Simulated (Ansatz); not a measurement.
The calculation's input:

```
crystal:
  lattice:
    - [0.0, 3.9175385118, 3.9175385118]
    - [3.9175385118, 0.0, 3.9175385118]
    - [3.9175385118, 3.9175385118, 0.0]
  atoms:
    - { symbol: Ni, position: [0.625, 0.625, 0.625] }
    - { symbol: Ni, position: [0.625, 0.625, 0.125] }
    - { symbol: Ni, position: [0.625, 0.125, 0.625] }
    - { symbol: Ni, position: [0.125, 0.625, 0.625] }
    - { symbol: O, position: [0.4154898304, 0.8615033899, 0.8615033899] }
    - { symbol: O, position: [0.8615033899, 0.8615033899, 0.8615033899] }
    - { symbol: O, position: [0.8345101696, 0.3884966101, 0.3884966101] }
    - { symbol: O, position: [0.3884966101, 0.3884966101, 0.8345101696] }
    - { symbol: O, position: [0.3884966101, 0.3884966101, 0.3884966101] }
    - { symbol: O, position: [0.3884966101, 0.8345101696, 0.3884966101] }
    - { symbol: O, position: [0.8615033899, 0.8615033899, 0.4154898304] }
    - { symbol: O, position: [0.8615033899, 0.4154898304, 0.8615033899] }
basis:
  ecutwfc: 500
kpoints:
  mp_grid: { grid: [6, 6, 6] }
hamiltonian:
  xc: r2scan
scf:
  occupations: { method: gaussian, width: 0.05 }
output:
  forces: true
  stress: true
  eigenvalues: true
  write_density: true
  write_potential: true
  elf: true
  volumetric_format: npy
```

Run with:

```sh
ansatz run input.yaml --threads 2 --pin off --max-ram 5120MiB --backend cpu --events-out ev --progress --plain --runs-dir out
```

Below, planes, directions and counts refer to the conventional cell (a = 7.84 Å, b = 7.84 Å, c = 7.84 Å, α = 90.00°, β = 90.00°, γ = 90.00°).

Space group Fd-3m; a structure from a database of computed crystals, not necessarily the ambient phase; computed without spin polarisation.

Theory: DFT r2SCAN, scalar-relativistic, plane waves, PAW in Ansatz.

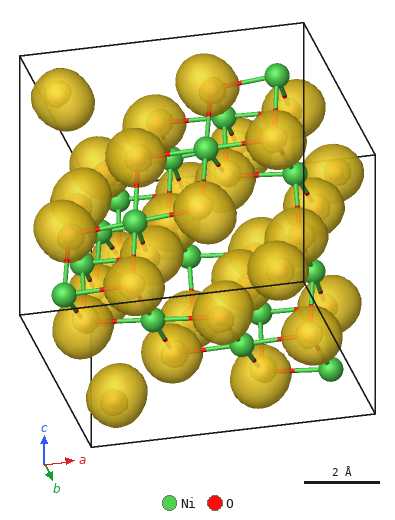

NiO2. Isosurface of the electron localisation function at 0.7 (yellow), seen at an oblique angle. Only the valence region is drawn (cores and ρ < 0.01 e/Å³ removed). Sticks mark near contacts.

Describe the localisation domains.

Answer. The ELF exceeds this value in 32 regions wrapped around O (the valence shell of each), counted in one cell of 48 atoms. Any copies at cell faces, edges or corners count once. Along the contacts the grid gives the following. Ni–O (1.86 Å): the ELF peaks at about 0.85 in the valence shell of O, 0.6 Å from its nucleus, and is about 0.30 at the midpoint.
